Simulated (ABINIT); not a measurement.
# InP (F-43m): G0W0 with ABINIT, start to end, part 2 of 3

How does a plane-wave GW calculation on InP (F-43m) run from the first input to the gap?

ABINIT 10.8.3; PBE and many-body steps on it, plane waves. Known limits of the many-body steps: not at the basis limit; exchange with frozen shells missing; mesh may overstate the screening; no spin-orbit coupling; coarse k mesh.

So far. Step 2 (Ground state): The gap is direct, at Γ.

The database entry behind the starting cell differs from later determinations by our own check (0.1 to 0.3 % short, probably kX units), so it need not match the best structure at ambient conditions.

### Step 3. Bands along the symmetry lines

Level of this step: DFT, PBE, plane waves, norm-conserving pseudopotentials (ABINIT).

The cheap functional maps the bands first; the places of the edges decide which points the dearer methods must see.

run.abi

```
acell 3*1.0 Angstrom
rprim 
  -0.000000000000 2.930500000000 2.930500000000
  2.930500000000 -0.000000000000 2.930500000000
  2.930500000000 2.930500000000 -0.000000000000
ntypat 2
znucl 49 15
natom 2
typat 1 2
xred 
  0.000000000000 0.000000000000 0.000000000000
  0.250000000000 0.250000000000 0.250000000000
pp_dirpath "pseudos"
pseudos "In.upf, P.upf"
ecut 31
iscf -2
irdden 1
kptopt 0
nkpt 50
kpt 
  0.00000000 0.00000000 0.00000000
  -0.06250000 -0.06250000 0.00000000
  -0.12500000 -0.12500000 0.00000000
  -0.18750000 -0.18750000 0.00000000
  -0.25000000 -0.25000000 0.00000000
  -0.31250000 -0.31250000 0.00000000
  -0.37500000 -0.37500000 0.00000000
  -0.43750000 -0.43750000 0.00000000
  -0.50000000 -0.50000000 0.00000000
  -0.48437500 -0.48437500 0.03125000
  -0.46875000 -0.46875000 0.06250000
  -0.45312500 -0.45312500 0.09375000
  -0.43750000 -0.43750000 0.12500000
  -0.42187500 -0.42187500 0.15625000
  -0.40625000 -0.40625000 0.18750000
  -0.39062500 -0.39062500 0.21875000
  -0.37500000 -0.37500000 0.25000000
  -0.37500000 0.00000000 0.37500000
  -0.32812500 0.00000000 0.32812500
  -0.28125000 0.00000000 0.28125000
  -0.23437500 0.00000000 0.23437500
  -0.18750000 0.00000000 0.18750000
  -0.14062500 0.00000000 0.14062500
  -0.09375000 0.00000000 0.09375000
  -0.04687500 0.00000000 0.04687500
  0.00000000 0.00000000 0.00000000
  0.00000000 0.00000000 0.06250000
  0.00000000 0.00000000 0.12500000
  0.00000000 0.00000000 0.18750000
  0.00000000 0.00000000 0.25000000
  0.00000000 0.00000000 0.31250000
  0.00000000 0.00000000 0.37500000
  0.00000000 0.00000000 0.43750000
  -0.00000000 -0.00000000 0.50000000
  -0.06250000 -0.03125000 0.46875000
  -0.12500000 -0.06250000 0.43750000
  -0.18750000 -0.09375000 0.40625000
  -0.25000000 -0.12500000 0.37500000
  -0.31250000 -0.15625000 0.34375000
  -0.37500000 -0.18750000 0.31250000
  -0.43750000 -0.21875000 0.28125000
  -0.50000000 -0.25000000 0.25000000
  -0.50000000 -0.28125000 0.21875000
  -0.50000000 -0.31250000 0.18750000
  -0.50000000 -0.34375000 0.15625000
  -0.50000000 -0.37500000 0.12500000
  -0.50000000 -0.40625000 0.09375000
  -0.50000000 -0.43750000 0.06250000
  -0.50000000 -0.46875000 0.03125000
  -0.50000000 -0.50000000 0.00000000
istwfk *1
nband 16
nbdbuf 2
tolwfr 1e-08
nstep 40
prtwf 0
prtvol 0
indata_prefix "in"
outdata_prefix "out"
tmpdata_prefix "tmp"
```

Started as:

```bash
OMP_NUM_THREADS=1 mpirun -n 4 abinit run.abi > log
```

Numbers of over 12 decimals in the logs are rounded to 6 here.

The log of the run:

```text
.Version 10.8.3 of ABINIT. v10.8.2 released Aug 2026.

 Symmetries : space group F-4 3 m (#216); Bravais cF (face-center cubic)
[... echo of the input left out ...]
== DATASET  1 ==================================================================
-   mpi_nproc: 4, omp_nthreads: 1 (-1 if OMP is not activated)

--- !DatasetInfo
iteration_state: {dtset: 1, }
dimensions: {natom: 2, nkpt: 50, mband: 16, nsppol: 1, nspinor: 1, nspden: 1, mpw: 2826, }
cutoff_energies: {ecut:  31.0, pawecutdg:  -1.0, }
electrons: {nelect:   1.80000000E+01, charge:   0.00000000E+00, occopt:   1.00000000E+00, tsmear:   1.00000000E-02, }

 Real(R)+Recip(G) space primitive vectors, cartesian coordinates (Bohr,Bohr^-1):
 R(1)=  0.0000000  5.5378424  5.5378424  G(1)= -0.0902879  0.0902879  0.0902879
 R(2)=  5.5378424  0.0000000  5.5378424  G(2)=  0.0902879 -0.0902879  0.0902879
 R(3)=  5.5378424  5.5378424  0.0000000  G(3)=  0.0902879  0.0902879 -0.0902879
 Unit cell volume ucvol=  3.3966576E+02 bohr^3
 Angles (23,13,12)=  6.00000000E+01  6.00000000E+01  6.00000000E+01 degrees

 getcut: wavevector=  0.0000  0.0000  0.0000  ngfft=  40  40  40
         ecut(hartree)=     31.000   => boxcut(ratio)=   2.03779

--- Pseudopotential description ------------------------------------------------
- In Generated using ONCVPSP code by D. R. Hamann
- 49.00000  13.00000  171031                  znucl, zion, pspdat
12 -101130 2 -1 1964                          pspcod,pspxc,lmax,lloc,mmax
     nproj     2     2     2
  pspatm : epsatm=   25.32675051
         --- l  ekb(1:nproj) -->
             0   12.954319    1.927713
             1    5.974470    1.008552
             2   -4.045051   -1.239133
 pspatm: atomic psp has been read  and splines computed

- P Generated using ONCVPSP code by D. R. Hamann
- 15.00000   5.00000  171031                  znucl, zion, pspdat
12 -101130 2 -1 1298                          pspcod,pspxc,lmax,lloc,mmax
     nproj     2     2     2
  pspatm : epsatm=    8.05910421
         --- l  ekb(1:nproj) -->
[...]
pspatm: atomic psp has been read  and splines computed

--------------------------------------------------------------------------------

================================================================================
 prteigrs : about to open file out_EIG
 Non-SCF case, kpt    1 (  0.00000  0.00000  0.00000), residuals and eigenvalues=
  2.29E-09  2.57E-09  6.15E-09  4.64E-09  7.20E-09  8.98E-09  1.79E-09  2.72E-09
  7.19E-09  9.04E-09  6.70E-10  7.20E-09  5.55E-09  3.10E-09  4.87E-06  2.16E-05
 -3.5918E-01 -3.5918E-01 -3.5918E-01 -3.5371E-01 -3.5371E-01 -2.5890E-01
  1.6440E-01  1.6440E-01  1.6440E-01  1.9047E-01  3.1464E-01  3.1464E-01
  3.1464E-01  4.7994E-01  5.1030E-01  5.1032E-01
 Non-SCF case, kpt    2 ( -0.06250 -0.06250  0.00000), residuals and eigenvalues=
  6.58E-09  2.51E-09  7.56E-09  4.47E-09  5.68E-09  1.96E-09  9.21E-09  1.51E-09
[...]
-3.5949E-01 -3.5904E-01 -3.5904E-01 -3.5377E-01 -3.5366E-01 -2.5670E-01
[...]
3.2209E-01  4.8684E-01  4.9299E-01  5.1167E-01
 Non-SCF case, kpt    3 ( -0.12500 -0.12500  0.00000), residuals and eigenvalues=
[...]
3.4156E-01  4.5110E-01  5.1572E-01  5.2367E-01
[...]
Non-SCF case, kpt   49 ( -0.50000 -0.46875  0.03125), residuals and eigenvalues=
[...]
Non-SCF case, kpt   50 ( -0.50000 -0.50000  0.00000), residuals and eigenvalues=
[...]
-3.6586E-01 -3.5557E-01 -3.5537E-01 -3.5537E-01 -3.5243E-01 -1.7177E-01
 -4.7053E-02  7.9159E-02  7.9159E-02  2.2910E-01  2.4757E-01  5.0380E-01
[...]
--- !ResultsGS
iteration_state: {dtset: 1, }
comment   : Summary of ground state results
lattice_vectors:
- [ -0.0000000,   5.5378424,   5.5378424, ]
- [  5.5378424,  -0.0000000,   5.5378424, ]
- [  5.5378424,   5.5378424,  -0.0000000, ]
lattice_lengths: [   7.83169,    7.83169,    7.83169, ]
lattice_angles: [ 60.000,  60.000,  60.000, ] # degrees, (23, 13, 12)
lattice_volume:   3.3966576E+02
convergence: {deltae:  0.000E+00, res2:  0.000E+00, residm:  9.984E-09, diffor:  0.000E+00, }
etotal    :  -7.33929214E+01
entropy   :   0.00000000E+00
fermie    :   1.64403255E-01
cartesian_stress_tensor: null
pressure_GPa: null
xred      :
- [  0.0000E+00,   0.0000E+00,   0.0000E+00, In]
- [  2.5000E-01,   2.5000E-01,   2.5000E-01,  P]
cartesian_forces: null
force_length_stats: {min: null, max: null, mean: null, }

 Integrated electronic density in atomic spheres:
 ------------------------------------------------
 Atom  Sphere_radius  Integrated_density
[...]
================================================================================

 ----iterations are completed or convergence reached----

 Mean square residual over all n,k,spin=   60.673E-10; max=  99.845E-10
 reduced coordinates (array xred) for    2 atoms
       0.000000000000      0.000000000000      0.000000000000
       0.250000000000      0.250000000000      0.250000000000

 cartesian coordinates (angstrom) at end:
    1      0.000000     0.000000     0.000000
    2      1.465250     1.465250     1.465250
 length scales=  1.889726125908  1.889726125908  1.889726125908 bohr
              =  1.000000000000  1.000000000000  1.000000000000 angstroms
 prteigrs : about to open file out_EIG
 Eigenvalues (hartree) for nkpt=  50  k points:
 kpt#   1, nband= 16, wtk=  1.00000, kpt=  0.0000  0.0000  0.0000 (reduced coord)
[...]
kpt#   2, nband= 16, wtk=  1.00000, kpt= -0.0625 -0.0625  0.0000 (reduced coord)
[...]
kpt#   3, nband= 16, wtk=  1.00000, kpt= -0.1250 -0.1250  0.0000 (reduced coord)
[...]
kpt#  49, nband= 16, wtk=  1.00000, kpt= -0.5000 -0.4687  0.0313 (reduced coord)
[...]
kpt#  50, nband= 16, wtk=  1.00000, kpt= -0.5000 -0.5000  0.0000 (reduced coord)
  -0.36586   -0.35557   -0.35537   -0.35537   -0.35243   -0.17177   -0.04705    0.07916
   0.07916    0.22910    0.24757    0.50380    0.51644    0.51644    0.56134    0.59842

== END DATASET(S) ==============================================================
================================================================================

 -outvars: echo values of variables after computation  --------
            nband          16
             nkpt          50
          spgroup         216
 [... the other variables as echoed above ...]

 Calculation completed.
```

The job ended after 14 s (4 MPI ranks of Arm Neoverse V1, shared host; peak memory 0.27 GiB).

Numbers from this step:

```
gap                        : 0.7094 eV
k of the valence top       : 0, 0, 0
k of the conduction bottom : 0, 0, 0
least direct gap           : 0.7094 eV
```

The gap is 0.709 eV, as in the run before at this level.

Electronic bands along the path, in eV, zero at the top of the highest filled band:

| point | band 6 | band 7 | band 8 | band 9 | band 10 | band 11 | band 12 | band 13 |
| --- | --- | --- | --- | --- | --- | --- | --- | --- |
| Γ | -11.52 | 0.00 | 0.00 | 0.00 | 0.71 | 4.09 | 4.09 | 4.09 |
| X | -9.15 | -5.75 | -2.32 | -2.32 | 1.76 | 2.26 | 9.24 | 9.58 |
| U | -9.16 | -5.61 | -3.30 | -1.94 | 2.36 | 4.39 | 7.52 | 7.55 |
| jump to K | -9.16 | -5.61 | -3.30 | -1.94 | 2.36 | 4.39 | 7.52 | 7.55 |
| Γ | -11.52 | 0.00 | 0.00 | 0.00 | 0.71 | 4.09 | 4.09 | 4.09 |
| L | -9.80 | -5.73 | -0.97 | -0.97 | 1.50 | 4.80 | 4.80 | 7.12 |
| W | -9.07 | -5.60 | -2.95 | -2.91 | 4.30 | 4.38 | 5.57 | 6.21 |
| X | -9.15 | -5.75 | -2.32 | -2.32 | 1.76 | 2.26 | 9.24 | 9.58 |

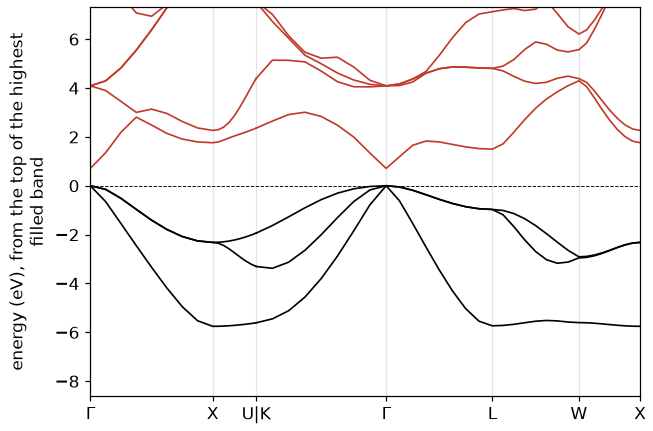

Electronic bands along the path; lines of filled and empty bands in two colours.

### Step 4. Empty states on the mesh, 4×4×4 mesh, 33 bands

The sums over transitions need many empty states on a uniform mesh; this step solves for them.

run.abi

```
acell 3*1.0 Angstrom
rprim 
  -0.000000000000 2.930500000000 2.930500000000
  2.930500000000 -0.000000000000 2.930500000000
  2.930500000000 2.930500000000 -0.000000000000
ntypat 2
znucl 49 15
natom 2
typat 1 2
xred 
  0.000000000000 0.000000000000 0.000000000000
  0.250000000000 0.250000000000 0.250000000000
pp_dirpath "pseudos"
pseudos "In.upf, P.upf"
ecut 31
ngkpt 4 4 4
nshiftk 1
shiftk 0 0 0
kptopt 1
chksymbreak 0
iscf -2
irdden 1
istwfk *1
nband 33
nbdbuf 4
tolwfr 1e-09
nstep 60
prtvol 0
indata_prefix "in"
outdata_prefix "out"
tmpdata_prefix "tmp"
```

The log of the run:

```text
.Version 10.8.3 of ABINIT. v10.8.2 released Aug 2026.

 Symmetries : space group F-4 3 m (#216); Bravais cF (face-center cubic)
[... echo of the input left out ...]
== DATASET  1 ==================================================================
-   mpi_nproc: 4, omp_nthreads: 1 (-1 if OMP is not activated)

--- !DatasetInfo
iteration_state: {dtset: 1, }
dimensions: {natom: 2, nkpt: 8, mband: 33, nsppol: 1, nspinor: 1, nspden: 1, mpw: 2826, }
cutoff_energies: {ecut:  31.0, pawecutdg:  -1.0, }
electrons: {nelect:   1.80000000E+01, charge:   0.00000000E+00, occopt:   1.00000000E+00, tsmear:   1.00000000E-02, }

 Real(R)+Recip(G) space primitive vectors, cartesian coordinates (Bohr,Bohr^-1):
 R(1)=  0.0000000  5.5378424  5.5378424  G(1)= -0.0902879  0.0902879  0.0902879
 R(2)=  5.5378424  0.0000000  5.5378424  G(2)=  0.0902879 -0.0902879  0.0902879
 R(3)=  5.5378424  5.5378424  0.0000000  G(3)=  0.0902879  0.0902879 -0.0902879
 Unit cell volume ucvol=  3.3966576E+02 bohr^3
 Angles (23,13,12)=  6.00000000E+01  6.00000000E+01  6.00000000E+01 degrees

 getcut: wavevector=  0.0000  0.0000  0.0000  ngfft=  40  40  40
         ecut(hartree)=     31.000   => boxcut(ratio)=   2.03779

--- Pseudopotential description ------------------------------------------------
- In Generated using ONCVPSP code by D. R. Hamann
- 49.00000  13.00000  171031                  znucl, zion, pspdat
12 -101130 2 -1 1964                          pspcod,pspxc,lmax,lloc,mmax
     nproj     2     2     2
  pspatm : epsatm=   25.32675051
         --- l  ekb(1:nproj) -->
             0   12.954319    1.927713
             1    5.974470    1.008552
             2   -4.045051   -1.239133
 pspatm: atomic psp has been read  and splines computed

- P Generated using ONCVPSP code by D. R. Hamann
- 15.00000   5.00000  171031                  znucl, zion, pspdat
12 -101130 2 -1 1298                          pspcod,pspxc,lmax,lloc,mmax
     nproj     2     2     2
  pspatm : epsatm=    8.05910421
         --- l  ekb(1:nproj) -->
[...]
pspatm: atomic psp has been read  and splines computed

--------------------------------------------------------------------------------

================================================================================
 prteigrs : about to open file out_EIG
 Non-SCF case, kpt    1 (  0.00000  0.00000  0.00000), residuals and eigenvalues=
  9.34E-11  1.06E-10  4.67E-10  1.59E-10  2.57E-10  3.94E-10  1.94E-10  2.40E-10
  4.98E-10  9.58E-10  1.00E-10  2.32E-10  6.77E-10  6.38E-10  5.18E-10  9.33E-10
  2.16E-10  2.55E-10  4.21E-10  5.76E-10  4.13E-10  3.04E-10  7.09E-10  2.87E-10
[...]
1.10E-04
 -3.5918E-01 -3.5918E-01 -3.5918E-01 -3.5371E-01 -3.5371E-01 -2.5890E-01
  1.6440E-01  1.6440E-01  1.6440E-01  1.9047E-01  3.1464E-01  3.1464E-01
  3.1464E-01  4.7994E-01  5.1030E-01  5.1030E-01  5.7734E-01  5.7734E-01
  5.7734E-01  6.7626E-01  9.6075E-01  9.6075E-01  9.6075E-01  1.0509E+00
  1.0509E+00  1.0509E+00  1.0723E+00  1.0723E+00  1.0726E+00  1.0726E+00
[...]
prteigrs : prtvol=0 or 1, do not print more k-points.

--- !ResultsGS
iteration_state: {dtset: 1, }
comment   : Summary of ground state results
lattice_vectors:
- [ -0.0000000,   5.5378424,   5.5378424, ]
- [  5.5378424,  -0.0000000,   5.5378424, ]
- [  5.5378424,   5.5378424,  -0.0000000, ]
lattice_lengths: [   7.83169,    7.83169,    7.83169, ]
lattice_angles: [ 60.000,  60.000,  60.000, ] # degrees, (23, 13, 12)
lattice_volume:   3.3966576E+02
convergence: {deltae:  0.000E+00, res2:  0.000E+00, residm:  9.911E-10, diffor:  0.000E+00, }
etotal    :  -7.33929214E+01
entropy   :   0.00000000E+00
fermie    :   1.64403255E-01
cartesian_stress_tensor: null
pressure_GPa: null
xred      :
- [  0.0000E+00,   0.0000E+00,   0.0000E+00, In]
- [  2.5000E-01,   2.5000E-01,   2.5000E-01,  P]
cartesian_forces: null
force_length_stats: {min: null, max: null, mean: null, }

 Integrated electronic density in atomic spheres:
 ------------------------------------------------
 Atom  Sphere_radius  Integrated_density
[...]
================================================================================

 ----iterations are completed or convergence reached----

 Mean square residual over all n,k,spin=   57.869E-11; max=  99.106E-11
 reduced coordinates (array xred) for    2 atoms
       0.000000000000      0.000000000000      0.000000000000
       0.250000000000      0.250000000000      0.250000000000

 cartesian coordinates (angstrom) at end:
    1      0.000000     0.000000     0.000000
    2      1.465250     1.465250     1.465250
 length scales=  1.889726125908  1.889726125908  1.889726125908 bohr
              =  1.000000000000  1.000000000000  1.000000000000 angstroms
 prteigrs : about to open file out_EIG
 Eigenvalues (hartree) for nkpt=   8  k points:
 kpt#   1, nband= 33, wtk=  0.01563, kpt=  0.0000  0.0000  0.0000 (reduced coord)
[...]
0.57734    0.57734    0.57734    0.67626    0.96075    0.96075    0.96075    1.05086
   1.05086    1.05086    1.07230    1.07230    1.07263    1.07263    1.07263    1.20224
   1.38660
 prteigrs : prtvol=0 or 1, do not print more k-points.

== END DATASET(S) ==============================================================
================================================================================

 -outvars: echo values of variables after computation  --------
            nband          33
             nkpt           8
          spgroup         216
 [... the other variables as echoed above ...]

 Calculation completed.
```

Wall time 10 s (4 MPI ranks); peak memory 0.25 GiB; 40 s of CPU time.

Numbers from this step:

* gap: 0.7094 eV
* k of the valence top: 0, 0, 0
* k of the conduction bottom: 0, 0, 0
* least direct gap: 0.7094 eV
* k points computed: 8
* lowest point of the top converged band, above the valence top: 24.50 eV

On this mesh the gap is 0.709 eV.

### Step 5. Screening, 4×4×4 mesh, 29 bands, screening to 87.1 eV

The RPA dielectric matrix is built and inverted for each q.

This step: RPA screening on PBE, plane waves, norm-conserving pseudopotentials.

Changes to run.abi since step 4:

```diff
@@ -20,10 +20,11 @@
 chksymbreak 0
-iscf -2
-irdden 1
 istwfk *1
-nband 33
-nbdbuf 4
-tolwfr 1e-09
-nstep 60
-prtvol 0
+occopt 1
+irdwfk 1
+optdriver 3
+nband 29
+ecuteps 3.2
+inclvkb 2
+awtr 1
+symchi 1
 indata_prefix "in"
```

The log of the run:

```text
.Version 10.8.3 of ABINIT. v10.8.2 released Aug 2026.

 Symmetries : space group F-4 3 m (#216); Bravais cF (face-center cubic)
[... echo of the input left out ...]
== DATASET  1 ==================================================================
-   mpi_nproc: 4, omp_nthreads: 1 (-1 if OMP is not activated)

--- !DatasetInfo
iteration_state: {dtset: 1, }
dimensions: {natom: 2, nkpt: 8, mband: 29, nsppol: 1, nspinor: 1, nspden: 1, mpw: 2826, }
cutoff_energies: {ecut:  31.0, pawecutdg:  -1.0, }
electrons: {nelect:   1.80000000E+01, charge:   0.00000000E+00, occopt:   1.00000000E+00, tsmear:   1.00000000E-02, }

 SCREENING: Calculation of the susceptibility and dielectric matrices

 Based on a program developped by R.W. Godby, V. Olevano, G. Onida, and L. Reining.
 Incorporated in ABINIT by V. Olevano, G.-M. Rignanese, and M. Torrent.
.Using double precision arithmetic ; gwpc =  8

[... cell and pseudopotentials left out ...]
--------------------------------------------------------------------------------

 ==== K-mesh for the wavefunctions ====
 Number of points in the irreducible wedge :     8
[... list of points left out ...]
 Together with 24 symmetry operations and time-reversal symmetry
 yields    64 points in the full Brillouin Zone.

 ==== Q-mesh for the screening function ====
 Number of points in the irreducible wedge :     8
[... list of points left out ...]
 Together with 24 symmetry operations and time-reversal symmetry
 yields    64 points in the full Brillouin Zone.

 setmesh: FFT mesh size selected  =    25x   25x   25
          total number of points  =        15625

 vcoul_init : cutoff-mode = AUXILIARY_FUNCTION
 q-points for optical limit:   1
     1)      0.000010    0.000020    0.000030

- screening: taking advantage of time-reversal symmetry
- Maximum band index for partially occupied states nbvw = 9
- Remaining bands to be divided among processors   nbcw = 20
- Number of bands treated by each node ~5

 Number of electrons calculated from density =   18.0000; Expected =   18.0000
 average of density, n =  0.052993
 r_s =    1.6516
 omega_plasma =   22.2058 [eV]

 calculating chi0 at frequencies [eV] :
  1    0.000000E+00    0.000000E+00
  2    0.000000E+00    2.220578E+01

--------------------------------------------------------------------------------
  q-point number  1        q = ( 0.000000, 0.000000, 0.000000) [r.l.u.]
--------------------------------------------------------------------------------
[... chi0 elements left out ...]
 For q-point:  0.000010 0.000020 0.000030
  dielectric constant =  42.5570
  dielectric constant without local fields =  45.1175

  Average fulfillment of the sum rule on Im[epsilon] for q-point    1 :     32.69  [%]
[... wings left out ...]
  q-point number  2        q = ( 0.250000, 0.000000, 0.000000) [r.l.u.]
--------------------------------------------------------------------------------
[... chi0 elements left out ...]
  Average fulfillment of the sum rule on Im[epsilon] for q-point    2 :     53.62  [%]

 [... 6 further q-points ...]
```

It took 4.6 s on 4 MPI ranks; peak memory 0.41 GiB.

Numbers from this step:

```
ε∞ with local fields, on this mesh, along the program's q direction : 42.56
the same without local fields                                       : 45.12
plasma frequency                                                    : 22.21 eV
plane waves in the screening matrix                                 : 89
```

Local fields lower ε∞ by 6 %. On a Γ-centred mesh this coarse the value itself is usually too large, while a short band sum pulls it down.

[end of part 2 of 3]

[Paths, hosts, dates, memory and timing lines, banners, echoed tables and standing remarks are left out of the program output.]

[Logs are printed without paths, hosts, clocks, repeated set-up lines and the standing remarks that a program may print on its own settings, such as how far it seeks lower states.]

[Runs of the session that timed out or met a known fault of the program may be left out.]

[Hosts, paths, dates, database ids (printed as entryN), source tags and the programs' standing remarks are cut or masked in the printed files.]

[G0W0 gaps are taken among the corrected bands and points alone; a level outside them can change the order at an edge.]

[Where Ansatz stands beside ABINIT at settings called matched, ABINIT's density can come from a denser mesh and the files from another edition; pairs whose starting gaps differed by over 0.03 eV were left out, so agreement reads better than it is.]
